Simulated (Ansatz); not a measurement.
```
Hf O
1.0
     5.09593    0.00000   -0.01279
     0.00000    5.17677    0.00000
    -0.86799    0.00000    5.19921
Hf O
4 8
Direct
  0.27715 0.04298 0.20817
  0.72285 0.54298 0.29183
  0.72285 0.95702 0.79183
  0.27715 0.45702 0.70817
  0.44716 0.75817 0.47997
  0.55284 0.25817 0.02003
  0.55284 0.24183 0.52003
  0.44716 0.74183 0.97997
  0.07115 0.33720 0.34100
  0.92885 0.83720 0.15900
  0.92885 0.66280 0.65900
  0.07115 0.16280 0.84100
```

Space group P2₁/c.

Method: DFT PBEsol, scalar-relativistic, plane waves, PAW (Ansatz 0.2.0).

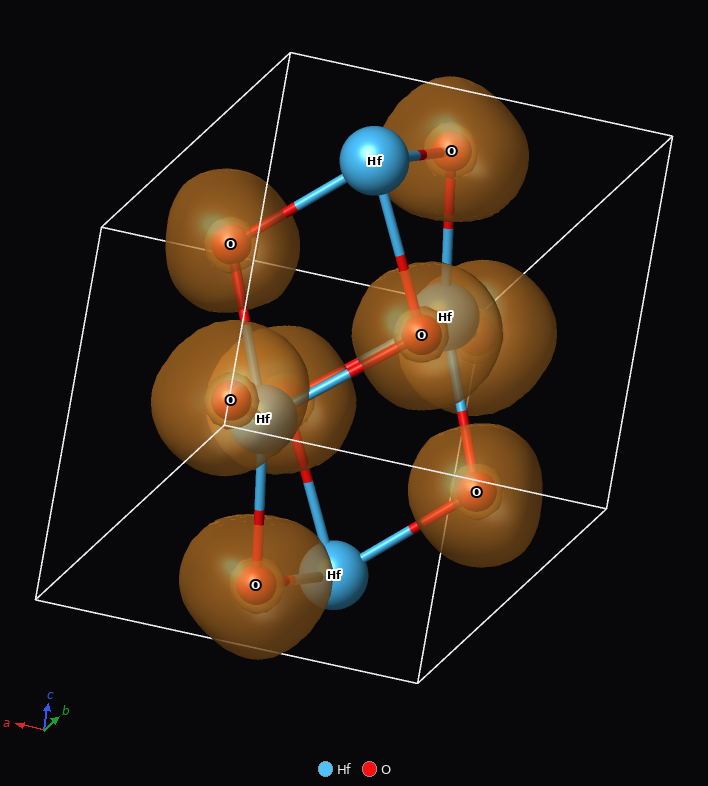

HfO2. Isosurface of the electron localisation function at 0.65 (orange), seen at an oblique angle. Only the valence region is drawn (cores and ρ < 0.01 e/Å³ removed). Sticks mark near contacts.

In a PAW calculation such maps are meaningful between the atoms, not at the nuclei.

**Describe the localisation domains.**

The surface consists of eight regions wrapped around O (the valence shell of each), counted in one cell of 12 atoms. Any copies at cell faces, edges or corners count once. Along the contacts the grid gives the following. Hf–O (2.04 Å): the ELF peaks at about 0.85 in the valence shell of O, 0.6 Å from its nucleus, and drops to about 0.20 between the two atoms (no localised pair shows between them). Hf–O (2.13 Å): the ELF peaks at about 0.85 in the valence shell of O, 0.6 Å from its nucleus, and drops to about 0.20 between the two atoms (no shared electron pair shows on this line).

**Does the calculation make it a metal, or give it a gap?**

It is gapped, with a Kohn–Sham gap of 4.0 eV on the k-point mesh, an upper bound to the gap of this method.
